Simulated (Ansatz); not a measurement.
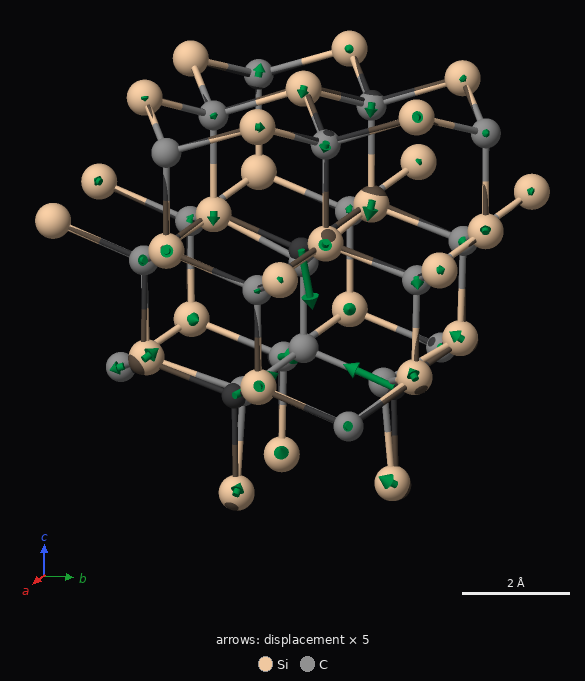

This is a relaxation of a defect cell of composition Si47C49. The starting structure is drawn faded, the final one solid; green arrows show the displacements, 5 times their true length.

The picture is a ball-and-stick view of the atoms within 5.0 Å of the atom that moves most (axes of the cell of the calculation (origin shifted)), seen slightly off an axis.

The atoms of the start lie slightly off their symmetric places, so part of the fall in energy undoes that.

The calculation used DFT, PBEsol, PAW, plane waves in Ansatz. (plane-wave cutoff 420 eV; k-point mesh 1 × 1 × 1; mesh shifted by (0.25, 0.25, 0.25); no spin polarisation; atoms relaxed in a fixed cell; force threshold 0.03 eV/Å; at most 80 steps)

Describe the change and its energy.

Answer. Over 4 geometry steps the energy falls by 2.782 eV per cell of the calculation. The largest force component goes from 2.7 to 0.011 eV/Å. The atom that moves furthest is a C atom (0.25 Å roughly along [−1 0 −3]). Largest moves by element: C 0.25 Å, Si 0.08 Å. The cell stays as it was. Some distances before and after: C–C 1.910 → 1.661 Å, C–C 1.886 → 1.660 Å, C–C 1.852 → 1.652 Å, C–Si 1.833 → 1.928 Å. Among the angles between lasting bonds that change: Si–C–Si 113.0° → 104.0°, Si–C–Si 111.2° → 104.0°, C–Si–C 108.0° → 114.6°.
